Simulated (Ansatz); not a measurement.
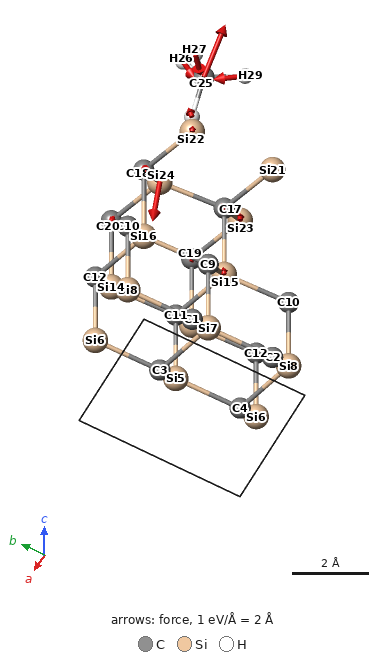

Starting geometry of a slab of composition Si12H4C13 (cut from the F-43m phase) with the computed forces as red arrows. Style: ball-and-stick. Shown: the cell of the calculation, outlined in the plane, without the vacuum (origin shifted), from a free direction.

Case: 1 CH4 a cell, upright, over a bridge C-Si site. The slab is the (1 1 1) face of SiC with CH4 on it. 12 atoms are held fixed.

Level of theory: DFT PBE+D3(BJ), scalar-relativistic, plane waves, PAW (Ansatz). Settings: plane-wave cutoff 420 eV; k-point mesh 3 × 3 × 1; occupations gaussian; smearing width 0.05 eV; no spin polarisation; dipole correction; atoms relaxed in a fixed cell; force threshold 0.04 eV/Å; at most 100 steps.

Q: What follows when this structure is relaxed?

A: It isn't relaxed: the largest force vector, on a C atom, is 0.77 eV/Å. The final displacements have little in common with the starting forces (cosine between the two patterns 0.14). After 17 accepted moves (20 points after the start) the energy has fallen by 0.249 eV per cell of the calculation. The largest force component goes from 0.69 to 0.02 eV/Å. The line search rejected the trial step at point 10 of the run. 2 steps only repeated the SCF at the same geometry. The forces were under the threshold at step 16, but the run went on from there. The largest move is that of an H atom, 1.90 Å at 77° to the normal (+c side). Largest moves by element: H 1.90 Å, C 1.19 Å, Si 0.27 Å. The lattice vectors keep their values. Among the contacts that change: C–Si 1.849 → 1.799 Å, C–Si 1.849 → 1.896 Å, C–Si 1.967 → 1.988 Å, C–H 1.109 → 1.098 Å. Bond angles that change, for instance: Si–C–Si 106.3° → 97.2°, Si–C–Si 106.3° → 98.1°, Si–C–Si 106.3° → 98.8°.

Limits of the set-up: the periodic images lie only 6.1 Å apart, so the values are limited by the cell's size.
